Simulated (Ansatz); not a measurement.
**ZnO: 5 runs along one coordinate**

System: ZnO (4 atoms in the cell).
Method: DFT LDA, scalar-relativistic, plane waves, PAW, no spin polarisation (Ansatz 0.2.0).

The 5 runs differ only in the geometry, by a strain of the cell at fixed fractional positions. Against run 3, the strain is εzz = η. The structure derives from a Materials Project entry.

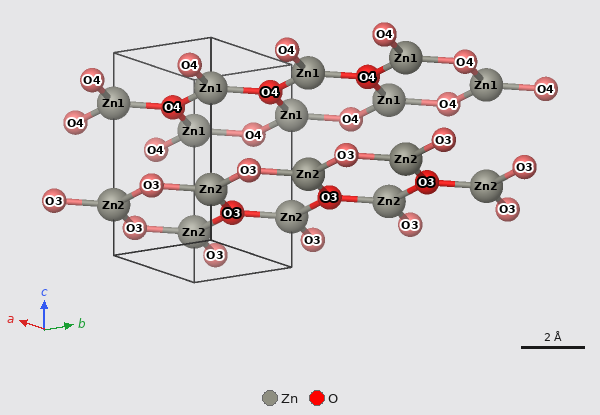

Figure 1. The structure of run 3 (ball-and-stick view of the cell of the calculation, repeated 1 × 3 × 1, seen at an oblique angle; neighbours outside the cell are drawn fainter; atoms are numbered from 1 in the order of the input).

## Input of run 3
```yaml
crystal:
  lattice:
    - [3.3372866661, 0.0, 0.0]
    - [-1.668643333, 2.8901750325, 0.0]
    - [0.0, 0.0, 7.13044135]
  atoms:
    - { symbol: Zn, position: [0.0, 0.0, 0.75] }
    - { symbol: Zn, position: [0.0, 0.0, 0.25] }
    - { symbol: O, position: [0.3333333333, 0.6666666667, 0.25] }
    - { symbol: O, position: [0.6666666667, 0.3333333333, 0.75] }
basis:
  ecutwfc: 420
kpoints:
  mp_grid: { grid: [9, 9, 4] }
hamiltonian:
  xc: lda
scf:
  occupations: { method: gaussian, width: 0.05 }
output:
  forces: true
  stress: true
  eigenvalues: true
```

Command:
```bash
ansatz run input.yaml --threads 1 --pin off --max-ram 1228MiB --backend cpu --events-out ev --progress --plain --runs-dir out
```

Run 4 differs from it as follows:
```diff
-    - [0.0, 0.0, 7.13044135]
+    - [0.0, 0.0, 7.2373979702]
```

## Results, with one run withheld

| run | strain parameter η (%) | free energy per atom, from the lowest run given (meV) | pressure (GPa) | gap on the mesh (eV) |
| --- | --- | --- | --- | --- |
| 1 | −3.0000 | 0.00 | −11.65 | 0.68 |
| 2 | −1.5000 | 2.95 | −11.49 | 0.70 |
| 3 | 0.0000 | 5.83 | −11.32 | 0.72 |
| 4 | 1.5000 | ? | ? | ? |
| 5 | 3.0000 | 11.22 | −10.99 | 0.76 |

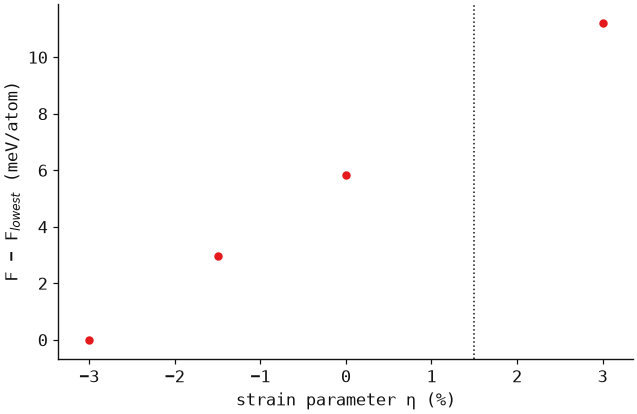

Figure 2. Free energy per atom of the runs given; the dotted line marks run 4.

Fit the runs given and predict run 4.

A quadratic polynomial in the coordinate, fitted to the 4 runs given, misses them by at most 0.01 meV per atom. With x = η + 0.3750, it reads F = 5.1163 + 1.8887 x − 0.023636 x² (meV per atom). At run 4 it gives 8.57 meV per atom, and the run itself gives 8.57. The fit has no minimum inside this range. The gap on the mesh goes, without turning, from 0.68 eV in run 1 to 0.76 eV in run 5; run 4 has 0.74 eV. These are gaps of this functional on this mesh, which can miss the band edges; they aren't the measured gap.

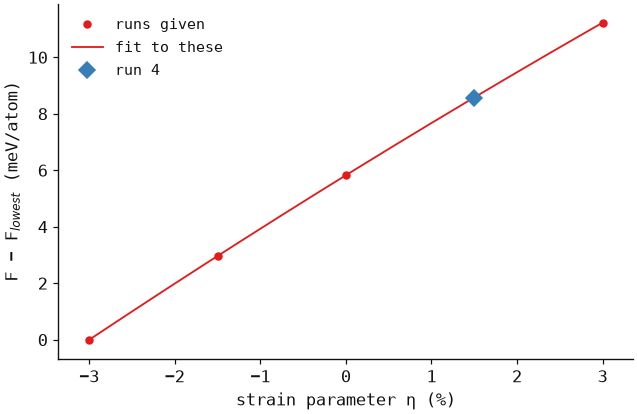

Figure 3. The fit and the withheld run.

## Output, shortened to warnings, some set-up lines, iterations and results (run 4)
```
Basis set: ecut = 420 eV, 1405 PW (Γ)
Symmetry: 24 space group operations
k-points: 36 of 324
Initial density: superposition of atomic densities (neutral atoms: chi_scale 0, normalization atom), corrected by the library's trained network
[...]
SCF iter   1: F=—  HF=-7602.388127 eV  |F-HF|=—  |Δ(HF+E_count)|=         —  Δρ=1.70e-2  dr2=2.04e-1  ethr=1.77e-3  ⟨swp⟩=5.8  Hψ=3443  notcnv=0
SCF iter   2: F=—  HF=-7602.343796 eV  |F-HF|=—  |Δ(HF+E_count)|=   4.43e-2  Δρ=5.35e-3  dr2=7.61e-3  ethr=5.66e-4  ⟨swp⟩=2.3  Hψ=1533  notcnv=0
SCF iter   3: F=—  HF=-7602.341865 eV  |F-HF|=—  |Δ(HF+E_count)|=   1.93e-3  Δρ=1.83e-3  dr2=1.69e-3  ethr=2.11e-5  ⟨swp⟩=2.1  Hψ=1451  notcnv=0
SCF iter   4: F=—  HF=-7602.341527 eV  |F-HF|=—  |Δ(HF+E_count)|=   3.37e-4  Δρ=9.35e-4  dr2=4.29e-4  ethr=4.70e-6  ⟨swp⟩=2.3  Hψ=1344  notcnv=0
SCF iter   5: F=—  HF=-7602.341300 eV  |F-HF|=—  |Δ(HF+E_count)|=   2.27e-4  Δρ=2.00e-4  dr2=4.62e-5  ethr=1.19e-6  ⟨swp⟩=2.0  Hψ=1324  notcnv=0
SCF iter   6: F=—  HF=-7602.341309 eV  |F-HF|=—  |Δ(HF+E_count)|=   8.59e-6  Δρ=5.22e-5  dr2=1.69e-6  ethr=1.28e-7  ⟨swp⟩=2.6  Hψ=1442  notcnv=0
SCF iter   7: F=—  HF=-7602.341309 eV  |F-HF|=—  |Δ(HF+E_count)|=   9.23e-8  Δρ=1.46e-5  dr2=1.55e-7  ethr=4.68e-9  ⟨swp⟩=2.1  Hψ=1336  notcnv=0
SCF iter   8: F=-7602.341309 eV  HF=-7602.341309 eV  |F-HF|=9.90e-10  |Δ(HF+E_count)|=   2.02e-8  Δρ=3.25e-6  dr2=7.26e-9  ethr=2.78e-10  ⟨swp⟩=3.8  Hψ=2441  notcnv=0
SCF 1 converged in 8 iterations: F = -7602.341309 eV  dr2 = 7.26e-9
SCF converged after 8 iterations
Free energy (F): -7602.341309 eV
Harris-Foulkes:  -7602.341309 eV  (|F-HF|=9.90e-10)
Internal energy: -7602.341309 eV  (E = F + TS)
E sigma→0 (E₀):  -7602.341309 eV
Fermi energy:    2.917576 eV
--- Per-component energies (eV) ---
  E_band       = -97.751241
  E_kinetic    = 603.139414
  E_local      = -4984.420541  (includes V_loc(G=0)·N_el)
  E_nonlocal   = 1340.534121
  E_hartree    = 2053.865114
  E_xc         = -410.359276
  E_vxc        = -286.283636  (∫ρ·V_xc dr)
  E_paw        = -3811.867450  (= ΣΔE_a)
  E_vpaw       = -878.459097  (= ΣTr[D̂ρ^β])
  E_aug_tail   = 0.004190  (compensation charges beyond the density's cutoff)
  E_ewald      = -2396.545008
  E_core_change = 3.308126  (= ΣΔE_core)
  E_smearing   = -0.000000  (= −TS)
  E_closure    = -0.000000  (closes the sum)
  Σ components = -7602.341309   (vs F -7602.341309, Δ=0.00e0)
--- Forces (eV/Å), atoms counted from 1 ---
  atom   1  Zn    -0.00000000     0.00000000     0.00000000
  atom   2  Zn     0.00000000    -0.00000000    -0.00000000
  atom   3  O     -0.00000000     0.00000000     0.00000000
  atom   4  O      0.00000000    -0.00000000    -0.00000000
  max |Σ_I F_I| component: 1.94e-16 eV/Å
--- Stress (GPa, compression-positive) ---
      -15.890823      -0.000000      -0.000000
       -0.000000     -15.890823      -0.000000
       -0.000000      -0.000000      -1.676426
  P = ⅓ Tr σ = -11.1527 GPa (-111.527 kbar)
```
